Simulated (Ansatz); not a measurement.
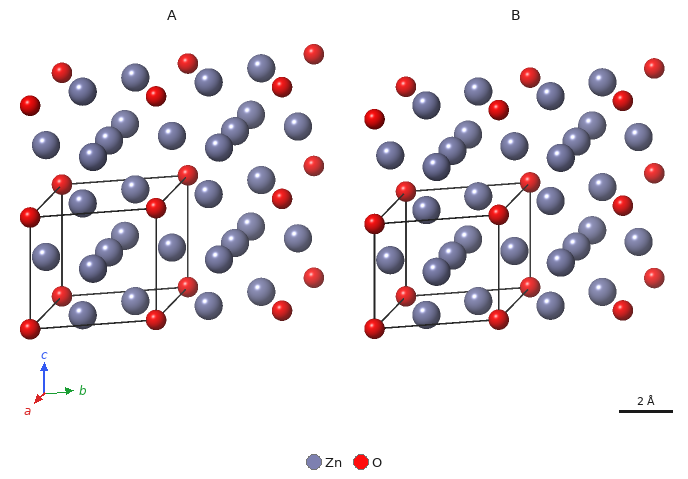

Two geometries of a crystal of Zn5O (a generated structure, set up in P6/mmm) (coarse preliminary run), drawn at one scale. One is the start of a relaxation, the other its converged end. The picture is a ball-and-stick view of the cell of the calculation, repeated 1 × 2 × 2 with one cell outlined, seen slightly off an axis.

Level of theory: DFT PBE, scalar-relativistic, plane waves, PAW in Ansatz 0.2.0. Settings: plane-wave cutoff 420 eV; k-point mesh 6 × 6 × 4; occupations gaussian; smearing width 0.1 eV; collinear spin; cell and atoms relaxed; force threshold 0.04 eV/Å; at most 70 steps.

Q: Which one is relaxed?

A: Structure A is the relaxed one. After 4 accepted moves (5 points after the start) the energy has fallen by 41.8 meV per atom. All forces vanish by symmetry, so only the cell relaxes. Pressure: 8.42 GPa at the start and 0.25 GPa at the end. The SCF was repeated once at an unchanged geometry on a basis and grid sized afresh for the cell, which shifted the energy by 3.3 meV per atom at most. No atom moves by more than 0.005 Å relative to the cell. Cell: a = b 4.922 → 4.994 Å (+1.5 %), c 4.136 → 4.411 Å (+6.7 %). Volume +9.8 %. The space group stays P6/mmm (No. 191). Cost: 74 s on 1 thread of Arm Neoverse V2, with other jobs on the host, peak memory 0.43 GiB.

Limits of the set-up: the k-point mesh is coarse for a cell with partly filled bands.
